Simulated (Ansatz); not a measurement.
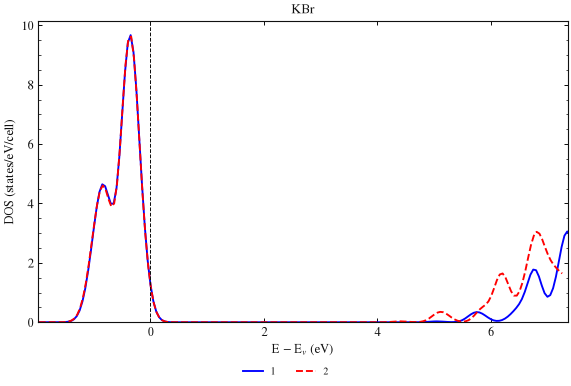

Total densities of states of KBr, space group Immm, 2 atoms in the cell, rocksalt type, shear (xy) strain +1.8%, by two methods on the same cell. The curves are built from the levels of the k mesh with Gaussians 0.3 eV wide, which also blur the band edges. Each is counted from its own valence-band top.

> Which curve is which? The methods: PBE, r2SCAN.

1 is r2SCAN; 2 is PBE. r2SCAN gives a gap of 5.05 eV and PBE gives a gap of 4.41 eV.

Settings. r2SCAN: DFT, r2SCAN, plane waves, PAW, no spin polarisation, 6×6×6 k mesh, 500 eV cutoff (Ansatz). PBE: DFT, PBE, plane waves, PAW, no spin polarisation, 6×6×6 k mesh, 420 eV cutoff, Fermi-Dirac smearing of 0.02 eV (Ansatz 0.2.0).
